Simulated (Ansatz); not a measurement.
**CoSi: single-point calculation**

- system: CoSi (Pm-3m, 2 atoms in the cell)
- method: DFT, PBE, PAW with Ansatz's default frozen-core files, scalar-relativistic, no spin polarisation (Ansatz 0.2.0)

Its volume is 0.94 times that of the source entry. It belongs to a series of runs on one base structure; here: volume scaled by 0.94, PAW files. Figures and captions count atoms from 1; the log counts them from 0 in places.

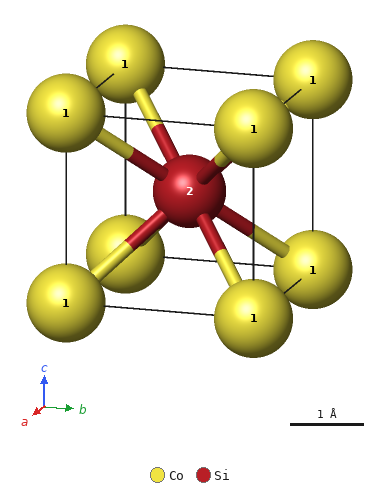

The structure as given in the input (ball-and-stick view of the cell of the calculation, seen slightly off an axis; atoms are numbered from 1 in the order of the input). Near neighbours in the crystal (not all of them lie inside the picture): Co has 8 Si at 2.36 Å; Si has 8 Co at 2.36 Å.

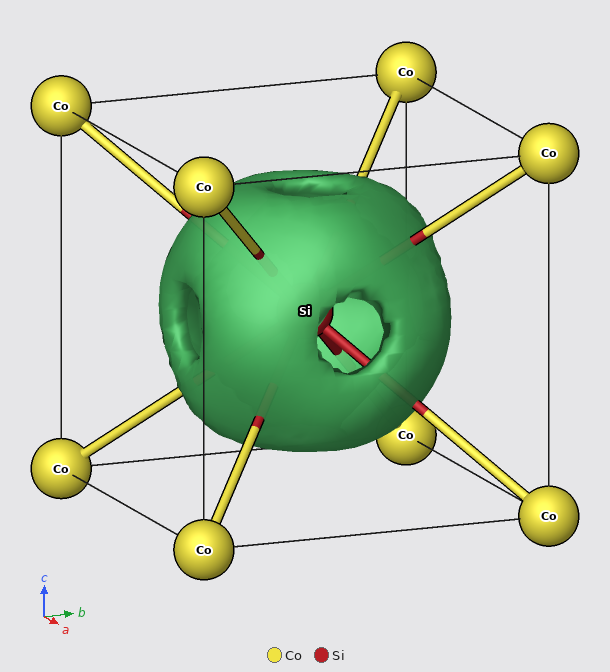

Isosurface of the ELF at 0.55 (green), seen slightly off an axis. Only the valence region is drawn (cores and ρ < 0.01 e/Å³ removed). Sticks mark near contacts. The outline is the cell set on symmetry axes. Profiles from the grid: Co–Si (2.36 Å): the ELF is about 0.45 at the midpoint. Core electrons are frozen (PAW), so the fields are smoothed inside the atomic spheres.

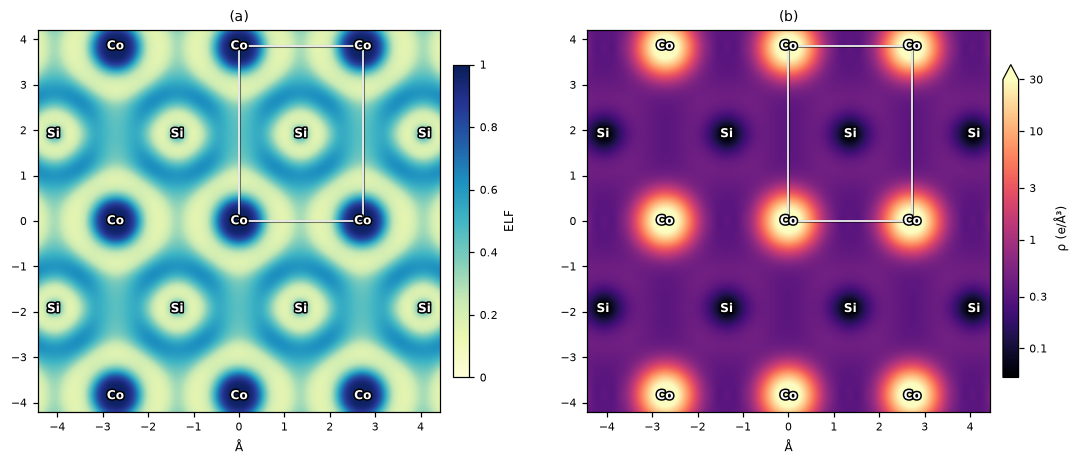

(a) ELF; (b) valence charge density (pseudo) on the (101̄) plane of the conventional cell. Atoms in the plane: Co and Si. Co–Si (2.36 Å): ρ at the midpoint is about 0.44 e/Å³; the ELF is about 0.45 at the midpoint. Away from the nuclei the density in this plane falls to 0.3 e/Å³ at its lowest. The strong features right at Co lie inside the PAW spheres (semicore, d or f shells) and say nothing about bonding.

These pictures come from the run below.

**Input file**
```yaml
crystal:
  lattice:
    - [2.7236198268, 0.0, 0.0]
    - [0.0, 2.7236198268, 0.0]
    - [0.0, 0.0, 2.7236198268]
  atoms:
    - { symbol: Co, position: [0.0, 0.0, 0.0] }
    - { symbol: Si, position: [0.5, 0.5, 0.5] }
kpoints:
  mp_grid: { grid: [14, 14, 14] }
scf:
  occupations: { method: fermi_dirac, width: 0.1 }
hamiltonian:
  xc: pbe
  pseudopotentials: { kind: paw }
output:
  forces: true
  stress: true
  eigenvalues: true
  populations: true
  write_density: true
  write_potential: true
  elf: true
  volumetric_format: npy
```

Command:
```bash
ansatz run input.yaml --threads 1 --pin off --max-ram 2048MiB --backend cpu --events-out ev --progress --plain --runs-dir out
```

**Output**
```
Engine: ansatz 0.2.0, aarch64-unknown-linux-gnu
Pseudopotentials: kind: paw
Pseudopotential: Co, paw, valence charge 17, recommended cutoff 420 eV (normal), Co.paw.azcp
Pseudopotential: Si, paw, valence charge 4, recommended cutoff 420 eV (normal), Si.paw.azcp
Functional definition: PBE
  parameter kappa = 0.804
  parameter beta = 0.06672455060314922
  exchange = pbe_x(kappa = kappa, mu = beta*pi^2/3)
  correlation = pbe_c(beta = beta)
Crystal: 2 atoms, lattice volume = 20.204 Å³
Basis set: ecut = 420 eV, 389 PW (Γ), exchange–correlation on 40×40×40 points (8 copies of the dense FFT grid, shifted against one another)
Bands: 15, of which v1, the nominal top of the filled ones, is band 11 counted from 1 (10 counted from 0)
Symmetry: 48 space group operations
Space group: Pm-3m (ITA 221), of the structure as read, at distance tolerance 2.7e-5 Å
k-points: 120 of 2744
Non-local potential: Co, projectors of the file, l = 0: 3, l = 1: 2, l = 2: 3, l = 3: 1
Non-local potential: Si, projectors of the file, l = 0: 2, l = 1: 2, l = 2: 2
PAW form: soft (Blöchl's): semilocal exchange-correlation on the pseudo side does not see the compensation charge
PAW one-centre angular grid: Co, 590 points (default); XC on 64 Gauss nodes
PAW one-centre angular grid: Si, 110 points (default); XC on 64 Gauss nodes
Initial density: superposition of atomic densities (neutral atoms: chi_scale 0, normalization atom), corrected by the library's trained network
Initial wavefunctions: pseudopotential atomic-orbital guess
Functional: x = pbe(κ = 0.804, μ = 0.2195149727645171), c = pbe(β = 0.06672455060314922)
SCF iter   1: F=—  HF=-5762.717071 eV  |F-HF|=—  |Δ(HF+E_count)|=         —  Δρ=8.15e-3  dr2=3.25e-3  ethr=1.77e-3  ⟨swp⟩=4.7  Hψ=8729  notcnv=0
preconditioner: auto → none  [metal: Δε(μ)=0.036 eV  Ē_g=9.889 eV  σ=0.100 eV  W_gap=0.09  n_scr=6 (ndim 8)  ℏωp=29.8 eV  f_vac=0.000  D(μ)=1.91/eV (n_scr^D=26)  sad-step TF]
SCF iter   2: F=—  HF=-5762.716544 eV  |F-HF|=—  |Δ(HF+E_count)|=   5.27e-4  Δρ=4.28e-3  dr2=9.58e-4  ethr=1.55e-5  ⟨swp⟩=2.3  Hψ=3518  notcnv=0
SCF iter   3: F=—  HF=-5762.716284 eV  |F-HF|=—  |Δ(HF+E_count)|=   2.59e-4  Δρ=3.42e-4  dr2=1.60e-5  ethr=4.56e-6  ⟨swp⟩=2.3  Hψ=3024  notcnv=0
SCF iter   4: F=—  HF=-5762.716293 eV  |F-HF|=—  |Δ(HF+E_count)|=   8.45e-6  Δρ=5.12e-5  dr2=1.32e-7  ethr=7.60e-8  ⟨swp⟩=1.9  Hψ=2519  notcnv=0
iter 5 did not close the SCF: its close was put off for the readings that it lacked (scf_convergence_deferred on its scf_iter line)
SCF iter   5: F=-5762.716293 eV  HF=-5762.716293 eV  |F-HF|=4.17e-9  |Δ(HF+E_count)|=   7.59e-8  Δρ=1.19e-5  dr2=1.74e-8  ethr=6.28e-10  ⟨swp⟩=2.1  Hψ=3023  notcnv=0
SCF iter   6: F=-5762.716293 eV  HF=-5762.716293 eV  |F-HF|=3.48e-10  |Δ(HF+E_count)|=   2.31e-9  Δρ=2.17e-6  dr2=5.68e-10  ethr=8.30e-11  ⟨swp⟩=5.3  Hψ=9061  notcnv=0
SCF 1 converged in 6 iterations: F = -5762.716293 eV  dr2 = 5.68e-10
  greatest PAW one-centre occupation: 1.001 electrons in one spin orbital (limit 2), on the Co atom at site 0 (counted from 0), in its partial waves of l = 1
SCF converged after 6 iterations
Free energy (F): -5762.716293 eV
Harris-Foulkes:  -5762.716293 eV  (|F-HF|=3.48e-10)
Internal energy: -5762.655079 eV  (E = F + TS)
E sigma→0 (E₀):  -5762.685686 eV
Entropy (-TS):   -0.061214 eV (-30.607 meV/atom)
Fermi energy:    18.723817 eV
--- Per-component energies (eV) ---
  E_band       = -204.609496
  E_kinetic    = 507.133445
  E_local      = -3413.805297  (includes V_loc(G=0)·N_el)
  E_nonlocal   = 482.076116
  E_hartree    = 1487.958932
  E_xc         = -218.576209
  E_vxc        = -257.991450  (∫ρ·V_xc dr)
  E_paw        = -2031.536348  (= ΣΔE_a)
  E_vpaw       = -497.938477  (= ΣTr[D̂ρ^β])
  E_aug_tail   = 0.000129  (compensation charges beyond the density's cutoff)
  E_ewald      = -2575.905847
  E_smearing   = -0.061214  (= −TS)
  E_closure    = -0.000000  (closes the sum)
  Σ components = -5762.716293   (vs F -5762.716293, Δ=0.00e0)
--- Forces (eV/Å), atoms counted from 1 ---
  atom   1  Co    -0.00000000     0.00000000     0.00000000
  atom   2  Si     0.00000000    -0.00000000     0.00000000
  max |Σ_I F_I| component: 2.67e-30 eV/Å
--- Stress (GPa, compression-positive) ---
       15.022656      -0.000000      -0.000000
       -0.000000      15.022656       0.000000
        0.000000       0.000000      15.022656
  P = ⅓ Tr σ = 15.0227 GPa (150.227 kbar)
--- Band table (eV; the first three rows and the last of 120) ---
  k-point 0: bands = ["-76.4680", "-39.7703", "-39.7703", "-39.7703", "3.9263", "14.6057", "14.6057", "17.3616", "17.3616", "17.3616", "21.9381", "21.9381", "21.9381", "26.5079", "26.5079"]
  k-point 1: bands = ["-76.4677", "-39.7741", "-39.7700", "-39.7700", "4.0297", "14.5455", "14.6443", "17.2612", "17.2612", "17.3700", "21.2888", "22.1245", "22.1245", "26.4606", "27.1404"]
  k-point 2: bands = ["-76.4669", "-39.7847", "-39.7691", "-39.7691", "4.3379", "14.3038", "14.7548", "17.0079", "17.0079", "17.3937", "20.0990", "22.6379", "22.6379", "26.3225", "28.2544"]
  k-point 119: bands = ["-76.4497", "-39.8297", "-39.8297", "-39.8297", "12.4616", "12.4616", "12.4616", "17.4755", "18.2598", "18.2598", "19.9688", "19.9688", "19.9688", "22.6688", "22.6688"]
--- Löwdin populations: 2 sites ---
  site symbol       q [e]
     0     Co     16.6934
     1     Si      4.0139
  spilling = 0.013938 (of n_electrons = 21.000000)
```

**File rho_z.tsv**
```
# z_ang	rho[e/angstrom^3]
# format = ansatz-planar-average/11
# lattice	2.723619827	0.000000000	0.000000000
# lattice	0.000000000	2.723619827	0.000000000
# lattice	0.000000000	0.000000000	2.723619827
# sites	2
# site	27	0.000000000	0.000000000	0.000000000
# site	14	1.361809913	1.361809913	1.361809913
0.000000	3.168170e0
0.136181	2.765008e0
0.272362	1.915426e0
0.408543	1.181438e0
0.544724	7.492414e-1
0.680905	5.352094e-1
0.817086	4.325600e-1
0.953267	3.812260e-1
1.089448	3.514951e-1
1.225629	3.340833e-1
1.361810	3.283155e-1
1.497991	3.340833e-1
1.634172	3.514951e-1
1.770353	3.812260e-1
1.906534	4.325600e-1
2.042715	5.352094e-1
2.178896	7.492414e-1
2.315077	1.181438e0
2.451258	1.915426e0
2.587439	2.765008e0
```

**File v_z.tsv**
```
# z_ang	v_es[eV]	v_tot[eV]
# format = ansatz-planar-average/11
# xc	pbe
# density_cutoff_ev	1680
# datasets	Co=:simpson_from_first_knot:soft	Si=:simpson_from_first_knot:soft
# lattice	2.723619827	0.000000000	0.000000000
# lattice	0.000000000	2.723619827	0.000000000
# lattice	0.000000000	0.000000000	2.723619827
# sites	2
# site	27	0.000000000	0.000000000	0.000000000
# site	14	1.361809913	1.361809913	1.361809913
0.000000	3.119568e0	-1.178149e1
0.136181	3.515873e0	-1.121948e1
0.272362	4.608918e0	-9.683757e0
0.408543	6.149695e0	-7.544915e0
0.544724	7.668912e0	-5.412488e0
0.680905	8.370004e0	-4.145791e0
0.817086	7.868088e0	-4.349256e0
0.953267	6.428402e0	-5.882737e0
1.089448	4.712732e0	-7.838330e0
1.225629	3.445635e0	-9.274772e0
1.361810	2.992226e0	-9.776372e0
1.497991	3.445635e0	-9.274772e0
1.634172	4.712732e0	-7.838330e0
1.770353	6.428402e0	-5.882737e0
1.906534	7.868088e0	-4.349256e0
2.042715	8.370004e0	-4.145791e0
2.178896	7.668912e0	-5.412488e0
2.315077	6.149695e0	-7.544915e0
2.451258	4.608918e0	-9.683757e0
2.587439	3.515873e0	-1.121948e1
```

**Results in brief**

| quantity | value |
| --- | --- |
| outcome | converged |
| space group (tolerance 0.01 Å) | Pm-3m (221) |
| electrons treated | 21 |
| free energy | −5762.7163 eV |
| Fermi energy | 18.724 eV |
| pressure | 15.02 GPa |
| largest force (length of the vector) | under 0.001 eV/Å |
| hardware | 1 thread of Arm Neoverse V1, 24 GiB of memory available, shared host |
| wall time | 3.2 s |
| peak memory | 0.32 GiB |

The run has no spin polarisation, so a magnetic state may lie lower. The cell is under a pressure of 15.0 GPa at this level, so it is not at its equilibrium volume.
